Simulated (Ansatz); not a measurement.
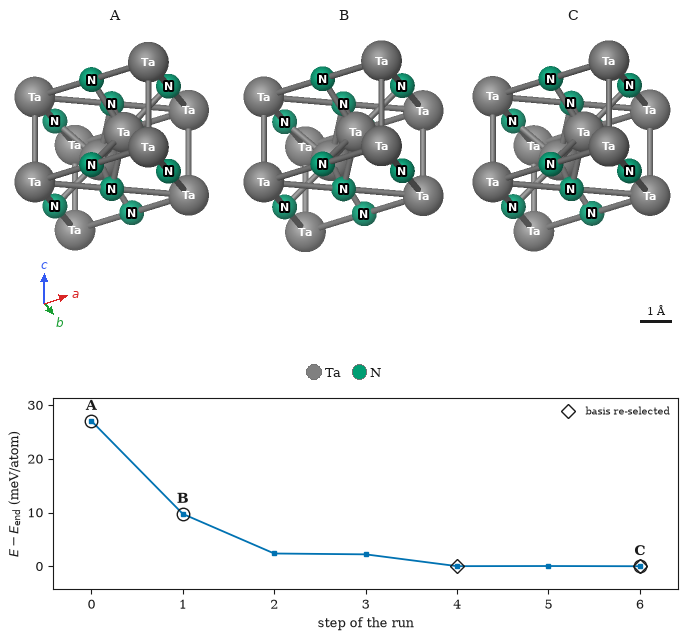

Frames of a relaxation of a crystal of TaN (set up in P6/mmm), marked on the history of the run. The picture is a ball-and-stick view of the cell of the calculation, seen from a free direction.

The run lets cell and atoms move.

The calculation used Kohn-Sham DFT of a periodic cell, PBE, DFT+U, Ansatz PAW (Ansatz).

The input:
```yaml
crystal:
  lattice:
    - [5.1850002, 0.0, 0.0]
    - [-2.5925001, 4.49034189, 0.0]
    - [0.0, 0.0, 2.90800053]
  atoms:
    - { symbol: Ta, position: [0.0, 0.0, 0.0] }
    - { symbol: Ta, position: [0.3333333333, 0.6666666667, 0.5] }
    - { symbol: Ta, position: [0.6666666667, 0.3333333333, 0.5] }
    - { symbol: "N", position: [0.5, 0.0, 0.0] }
    - { symbol: "N", position: [0.5, 0.5, 0.0] }
    - { symbol: "N", position: [0.0, 0.5, 0.0] }
hamiltonian:
  xc: pbe
  pseudopotentials: { kind: paw }
  hubbard: { sites: [{ species: Ta, l: d, u_eff: 5.0 }] }
kpoints:
  mp_grid: { grid: [6, 6, 9] }
scf:
  occupations: { method: fermi_dirac, width: 0.05 }
output:
  forces: true
  stress: true
  eigenvalues: true
  write_density: true
  write_potential: true
  elf: true
  volumetric_format: npy
relax:
  f_tol: 0.01
  max_steps: 40
  cell: { stress_tol: 0.05 }
```

Run as
```bash
ansatz run input.yaml --threads 2 --pin off --max-ram 5632MiB --backend cpu --events-out ev --progress --plain --runs-dir out
```

**Describe the path.**

The energy falls by 27.0 meV per atom in 4 accepted moves (6 points after the start). All forces vanish by symmetry, so only the cell relaxes. Pressure: 15.09 GPa at the start and 0.01 GPa at the end. The SCF was repeated twice at an unchanged geometry on a basis and grid sized afresh for the cell, which shifted the energy by 2.2 meV per atom at most. No atom moves by more than 0.005 Å relative to the cell. Cell: a = b 5.185 → 5.301 Å (+2.2 %), c 2.908 → 2.930 Å (+0.8 %). Volume +5.3 %. Near-neighbour distances that change, for instance: Ta–Ta 2.994 → 3.061 Å, Ta–Ta 3.328 → 3.393 Å, N–Ta 2.593 → 2.651 Å, N–Ta 2.087 → 2.118 Å. The space group stays P6/mmm (No. 191). From step 0 to 1: volume +7.6 %, energy −17.3 meV per atom. From step 1 to 6: volume −2.1 %, energy −9.7 meV per atom.
